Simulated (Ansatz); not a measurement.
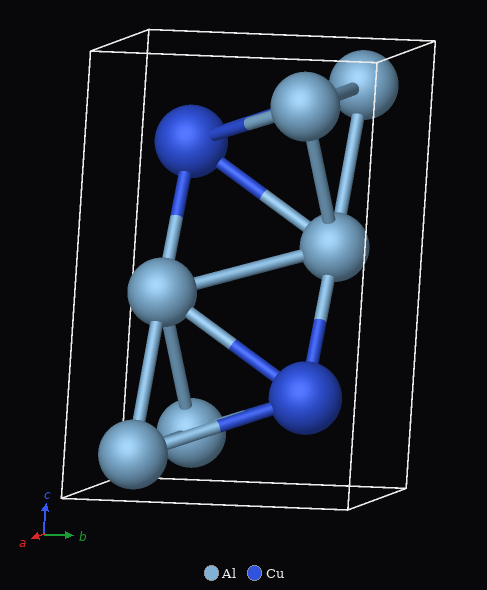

An orthographic ball-and-stick view of the structure, slightly off an axis. One cell (the run's own, in a reduced setting) is framed, with atoms on its boundary repeated. Some neighbours outside the box are added.

```yaml
crystal:
  lattice:
    - [2.84995, 0.00000, 0.00000]
    - [0.00000, 0.00000, -4.62339]
    - [-1.42498, 6.73961, 0.00000]
  atoms:
    - { symbol: Al, position: [0.72691, 0.25000, 0.45381] }
    - { symbol: Al, position: [0.05364, 0.25000, 0.10727] }
    - { symbol: Al, position: [0.27309, 0.75000, 0.54619] }
    - { symbol: Al, position: [0.94636, 0.75000, 0.89273] }
    - { symbol: Cu, position: [0.38748, 0.25000, 0.77497] }
    - { symbol: Cu, position: [0.61252, 0.75000, 0.22503] }
```

All computed values are from DFT PBE, scalar-relativistic, plane waves, PAW (Ansatz 0.2.0). Settings: a kinetic-energy cutoff of 420 eV, k-points about 0.17 Å⁻¹ apart, Gaussian smearing of 0.1 eV, no spin polarisation.

### State the Bader charges by element.

Al +0.45 e; Cu -0.91 e.

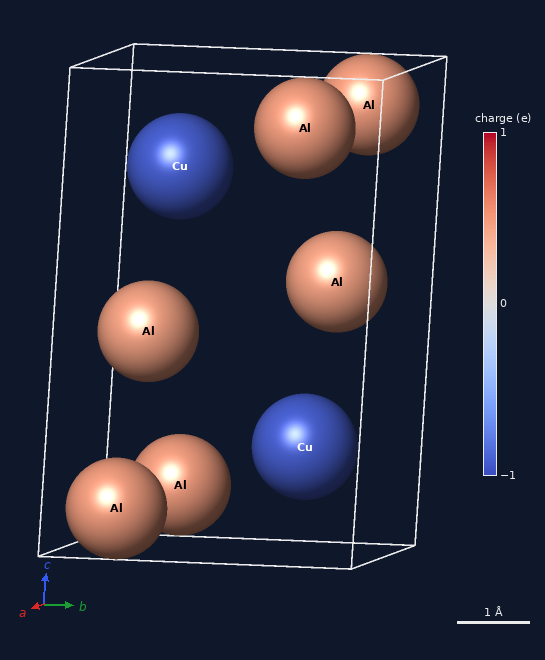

The atoms coloured by those charges.

It goes back to a structure type filled with these elements by a generator (whether the compound takes this form wasn't checked). Earlier steps of the study may have refined or changed the cell and positions. A calculation with Ansatz used it as input.
